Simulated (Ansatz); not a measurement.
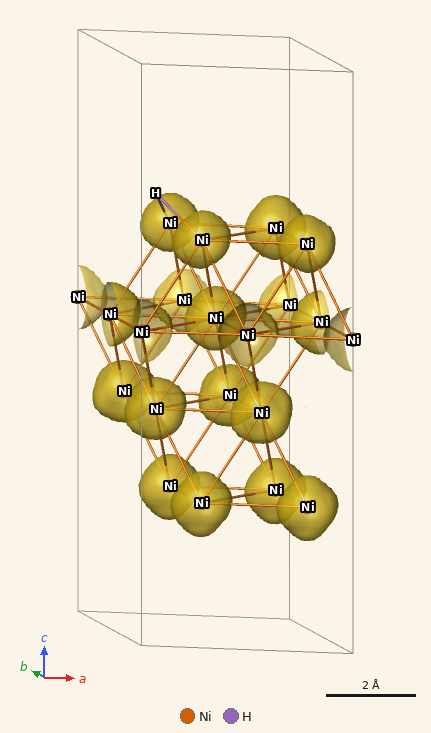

The picture shows: Ni16H (slab). Isosurface of the spin density (up minus down) at +0.1 e/Å³ (yellow), seen slightly off an axis. Sticks mark near contacts.

Spin-polarised.

Level of theory: Ansatz, DFT PBE+D3(BJ), scalar-relativistic, plane waves, PAW.

The density is the valence pseudo-density of a PAW calculation; it isn't the true density close to the nuclei.

Which atoms carry the moments, and with what signs?

The spin density sits on Ni: +0.7 μB (×13) and +0.5 μB (×3) in one cell of 17 atoms: parallel main moments (a ferromagnetic arrangement) in this solution. The cell of the calculation (17 atoms) carries 10.1 μB of net spin moment.
